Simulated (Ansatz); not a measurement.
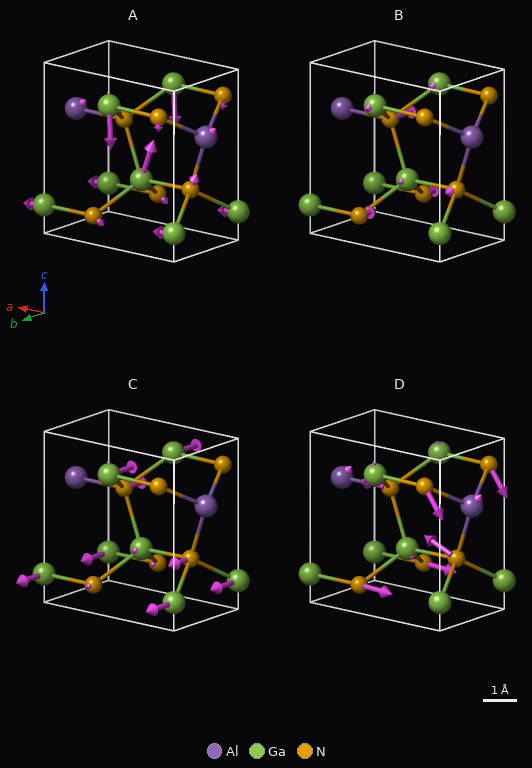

Four optical modes of a crystal of AlGa$_{3}$N$_{4}$ at the zone centre, in no order. The pink arrows are the displacements of the atoms (eigenvector over the root of the mass), of arbitrary overall length and sign. A ball-and-stick model of the cell of the calculation, seen from a free direction.

Level of theory: Ansatz 0.2.0, DFT LDA, scalar-relativistic, plane waves, PAW. Set-up: plane-wave cutoff 420 eV; k-point mesh 6 × 8 × 6; occupations fixed; no spin polarisation.

Frequencies are those without the non-analytic (LO–TO) term.

Rank the modes by frequency, softest first.

Answer. C (140 cm⁻¹), A (317 cm⁻¹), B (570 cm⁻¹), D (657 cm⁻¹). C, A″: All motion is along b; it mainly bends the Al–N, Ga–N bonds; the kinetic energy is shared as Ga 88 %, N 12 %. A, A′: The kinetic energy is shared as Ga 97 %, N 2 %, Al 1 %. B, A″: The Al atoms hardly move; all motion is along b; it stretches the Ga–N bonds (1.93 Å); the kinetic energy is shared as N 87 %, Ga 13 %. D, A′: It stretches the shortest Al–N bonds (1.88 Å); the kinetic energy is shared as N 95 %, Al 3 %, Ga 2 %.
